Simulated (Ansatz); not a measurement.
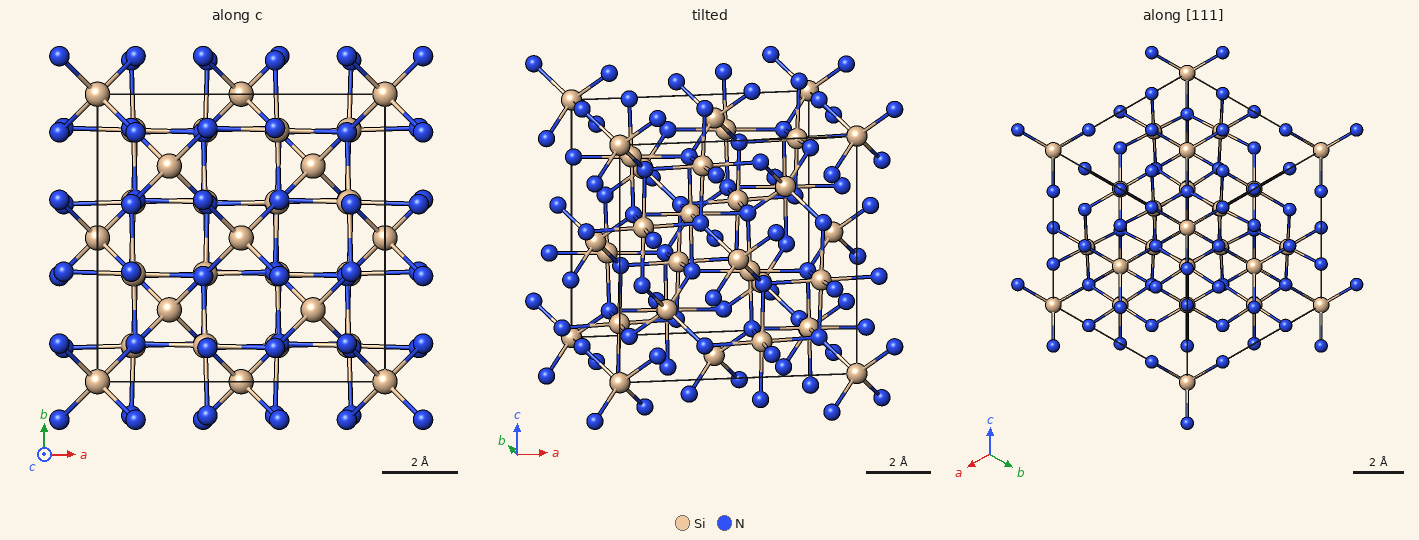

View along the c axis, slightly off an axis and along [111], drawn as a ball-and-stick model. The edges of the conventional unit cell are marked. Some atoms of the next cells are drawn as well. Cell: a = 7.676 Å, b = 7.676 Å, c = 7.676 Å, α = 90.00°, β = 90.00°, γ = 90.00°.

Describe the crystal.

- The solid is Si₃N₄.
- Space group Fd-3m (No. 227), lattice face-centred cubic.
- There are 56 atoms in the cell: 24 Si, 32 N.
- The coordination shell of N holds four Si at about 1.8 to 1.9 Å. Si takes two kinds of site: 16d with six N in an octahedral arrangement at about 1.9 Å; 8a with four N in a tetrahedral arrangement at about 1.8 Å.
- The bonds build a three-dimensional framework.

Starting structure: an entry, possibly a prediction, of the Crystallography Open Database. Earlier steps of the study may have refined or changed the cell and positions. An electronic-structure calculation with Ansatz was run on it.

At this level of theory the cell isn't at rest (compressed, at 14 GPa), so its distances can differ from those at equilibrium, the more so the softer the solid.
